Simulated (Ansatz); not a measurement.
A series of calculations on Si$_{48}$C$_{47}$

Part 1: Relaxation

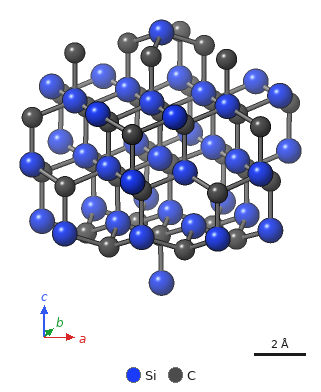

Starting structure of a defect cell of composition Si48C47 (cell charge −2). A ball-and-stick model of the atoms within 5.8 Å of the atom that moves most (axes of the cell of the calculation (origin shifted)), seen slightly off an axis.

Theory: DFT, PBEsol, PAW, plane waves in Ansatz.

(plane-wave cutoff 420 eV; k-point mesh 1 × 1 × 1; mesh shifted by (0.25, 0.25, 0.25); collinear spin; atoms relaxed in a fixed cell; force threshold 0.03 eV/Å; at most 80 steps)

```
CELL_PARAMETERS angstrom
9.23420 0.00000 0.00000
0.00000 10.66274 0.00000
0.00000 0.00000 10.07595
ATOMIC_POSITIONS crystal
Si 0.00324 0.00114 0.49984
Si 0.33578 0.00145 0.50098
Si 0.16653 0.25055 0.50072
Si 0.00314 0.50105 0.49539
Si 0.66668 0.99833 0.50188
Si 0.50205 0.25032 0.49602
Si 0.32973 0.49658 0.49934
Si 0.16264 0.75139 0.50269
Si 0.83278 0.25010 0.50300
Si 0.66768 0.50381 0.49893
Si 0.49946 0.75170 0.49896
Si 0.83102 0.75002 0.49700
Si 0.99808 0.16170 0.25081
Si 0.33320 0.16897 0.24764
Si 0.16774 0.41466 0.24967
Si 0.99930 0.66510 0.25301
Si 0.66617 0.16961 0.25335
Si 0.49828 0.41792 0.24951
Si 0.33312 0.66633 0.24950
Si 0.16469 0.91584 0.25318
Si 0.83450 0.41654 0.24497
Si 0.66858 0.66543 0.25102
Si 0.50235 0.91182 0.25037
Si 0.83321 0.91637 0.25180
Si 0.16202 0.08632 0.74887
Si 0.99902 0.33182 0.74885
Si 0.49919 0.08291 0.74961
Si 0.33528 0.33486 0.75168
Si 0.16703 0.58500 0.74987
Si 0.99791 0.83309 0.74799
Si 0.83649 0.08266 0.74919
Si 0.66673 0.33584 0.75009
Si 0.49943 0.58449 0.74610
Si 0.33219 0.83152 0.75354
Si 0.83427 0.58457 0.74960
Si 0.66507 0.83550 0.75149
Si 0.00150 0.99831 0.99997
Si 0.33284 0.00357 0.00238
Si 0.16891 0.25202 0.99721
Si 0.99911 0.50097 0.99698
Si 0.66808 0.00126 0.99973
Si 0.50091 0.25059 0.99826
Si 0.33617 0.50210 0.99990
Si 0.16735 0.74804 0.00112
Si 0.83249 0.24994 0.99980
Si 0.66661 0.49934 0.00312
Si 0.50049 0.75098 0.00170
Si 0.83482 0.75025 0.00079
C 0.00013 0.00589 0.18432
C 0.33550 0.00110 0.18785
C 0.16917 0.25224 0.18643
C 0.00663 0.50265 0.18751
C 0.66547 0.00260 0.18270
C 0.49948 0.25478 0.18698
C 0.33028 0.50308 0.18855
C 0.16903 0.74799 0.18726
C 0.83395 0.25004 0.18726
C 0.66450 0.50218 0.18705
C 0.49906 0.74803 0.18598
C 0.83017 0.75027 0.18905
C 0.99866 0.99896 0.68639
C 0.33421 0.00164 0.68990
C 0.16656 0.25021 0.68603
C 0.00649 0.50168 0.69078
C 0.66351 0.00116 0.68617
C 0.49987 0.24558 0.68936
C 0.33301 0.49701 0.68651
C 0.17076 0.74988 0.68879
C 0.83320 0.24988 0.69118
C 0.66917 0.50263 0.68730
C 0.49783 0.74760 0.68716
C 0.83402 0.74995 0.68834
C 0.99816 0.16555 0.43768
C 0.33367 0.16530 0.43541
C 0.16323 0.41884 0.43578
C 0.99508 0.66622 0.43908
C 0.66661 0.16592 0.43686
C 0.33016 0.66733 0.44342
C 0.16882 0.91671 0.43838
C 0.83371 0.41794 0.44109
C 0.66756 0.66293 0.43572
C 0.50219 0.92006 0.43826
C 0.83288 0.91511 0.43952
C 0.16688 0.08529 0.93656
C 0.99924 0.33118 0.93934
C 0.49931 0.08747 0.94043
C 0.33345 0.33074 0.93713
C 0.16956 0.58230 0.93534
C 0.00356 0.83148 0.93812
C 0.83156 0.08481 0.93912
C 0.66383 0.33290 0.93770
C 0.50230 0.58557 0.93789
C 0.33381 0.83317 0.93954
C 0.83603 0.58386 0.93780
C 0.66671 0.83461 0.93703
```

### What does the optimiser find from here?

Over 9 accepted moves (11 points after the start) the energy falls by 2.170 eV per cell of the calculation. The largest force component goes from 2.4 to 0.022 eV/Å. The line search rejected the trial step at point 8 of the run. 1 step only repeated the SCF at the same geometry. Si7 moves most: 0.26 Å along [3 −1 −1]. Largest moves by element: Si 0.26 Å, C 0.09 Å. The lattice vectors keep their values. Among the contacts that change: Si6–Si10 3.106 → 2.686 Å, Si7–Si10 3.122 → 2.746 Å, Si6–Si7 3.071 → 2.732 Å, Si7–Si18 3.076 → 2.748 Å. Among the angles between lasting bonds that change: C74–Si6–C77 109.5° → 101.1°, C67–Si7–C75 111.0° → 102.7°, C75–Si7–C78 109.0° → 102.4°.

History of the run:

| step | E − E(0), meV/atom | largest force component, eV/Å | note |
| --- | --- | --- | --- |
| 0 | 0.00 | 2.3640 |  |
| 1 | -15.58 | 1.2700 |  |
| 2 | -21.56 | 0.4619 |  |
| 3 | -22.59 | 0.1490 |  |
| 4 | -22.67 | 0.0431 |  |
| 5 | -22.70 | 0.1127 |  |
| 6 | -22.74 | 0.0888 |  |
| 7 | -22.78 | 0.1570 |  |
| 8 | -22.77 | 0.1530 | rejected |
| 9 | -22.82 | 0.1147 |  |
| 10 | -22.84 | 0.0224 |  |
| 11 | -22.84 | 0.0224 | same geometry, SCF repeated |

After the run, drawn alike:

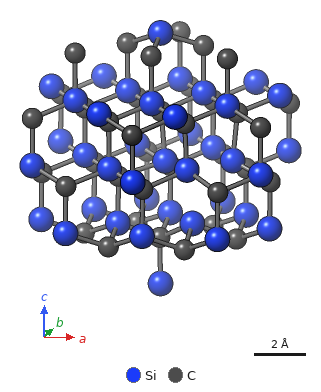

Limits of the set-up: the cell is charged, on a uniform background, and energies carry no finite-size correction.

Part 2: Relaxation

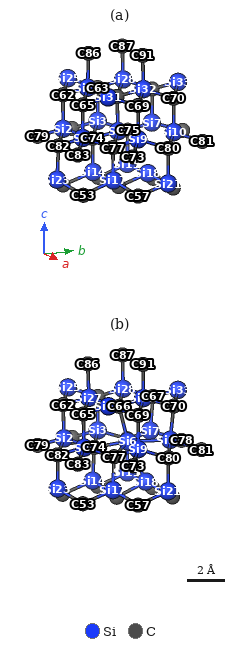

The structure of a defect cell of composition Si₄₈C₄₇ (cell charge −2) before (top) and after (bottom) a relaxation, at one scale.

A ball-and-stick model of the atoms within 5.0 Å of the atom that moves most (axes of the cell of the calculation (origin shifted)), seen slightly off an axis.

Theory: Ansatz 0.2.0, DFT, PBEsol, PAW, plane waves. Settings: plane-wave cutoff 420 eV; k-point mesh 1 × 1 × 1; mesh shifted by (0.25, 0.25, 0.25); no spin polarisation; atoms relaxed in a fixed cell; force threshold 0.03 eV/Å; at most 80 steps.

What changed between the two?

Over 9 geometry steps the energy falls by 2.815 eV per cell of the calculation. The largest force component goes from 2.4 to 0.0092 eV/Å. The atom that moves furthest is a Si atom (0.59 Å roughly along [0 3 −1]). By element the largest moves are Si 0.59 Å, C 0.15 Å. The cell doesn't change. Among the contacts that change: Si–Si 3.106 → 2.460 Å, Si–Si 3.071 → 2.467 Å, Si–Si 3.060 → 2.564 Å, Si–Si 3.066 → 3.526 Å. New bonds form: Si–Si (3.07 → 2.47 Å), Si–Si (3.11 → 2.46 Å). Bond angles that change, for instance: C–Si–C 109.5° → 91.1°, C–Si–C 108.4° → 94.1°, Si–C–Si 108.9° → 122.9°.

Limits of the set-up: the cell is charged, on a uniform background, and energies carry no finite-size correction.

Part 3: Defect

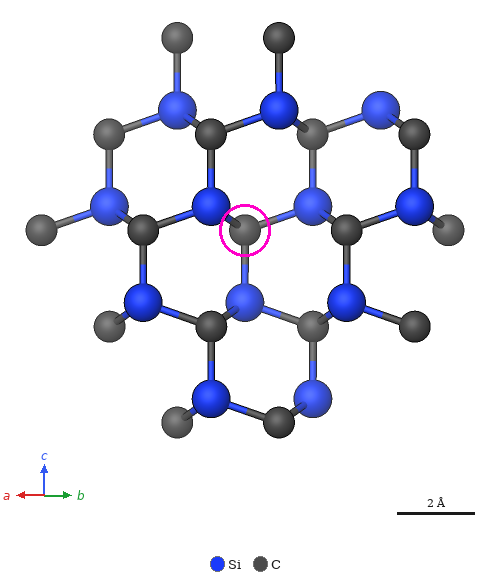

Perfect SiC. Style: ball-and-stick. Shown: the atoms within 5.4 Å of one point, in a slice 3.4 Å thick across the line of sight, along [110].

All numbers below come from DFT, PBEsol, PAW, plane waves in Ansatz 0.2.0. Settings: plane-wave cutoff 420 eV; k-point mesh 1 × 1 × 1; mesh shifted by (0.25, 0.25, 0.25); collinear spin. Fermi-Dirac smearing of 0.01 eV. A uniform background neutralises the charged cell. The axes drawn are those of the host's conventional cell.

A carbon atom is taken out (a vacancy) at the ringed place, in charge state −3. The supercell has 96 sites, and the atoms are relaxed at the host's cell.

How do the neighbours respond?

Answer. Around the empty C site the host had 4 Si at 1.88 to 1.89 Å; after relaxation the nearest atoms are 4 Si at 1.57 to 1.76 Å. Of the host's atoms, a silicon atom moves furthest from its site, by 0.34 Å. The cell's net moment is 1.00 μB.

The relaxed defect, seen from the same direction:

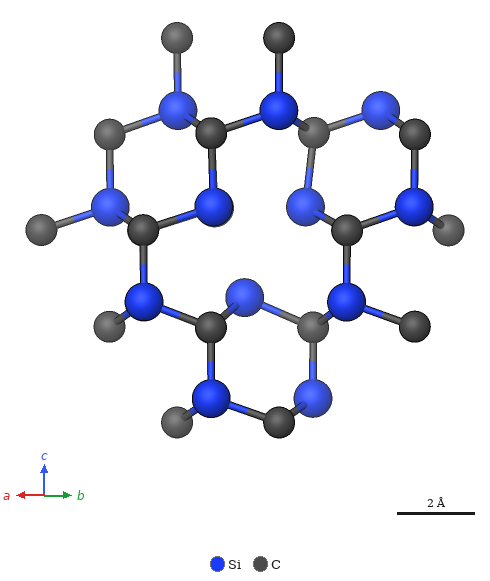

Limits of the set-up: the cell is charged, on a uniform background, and energies carry no finite-size correction.
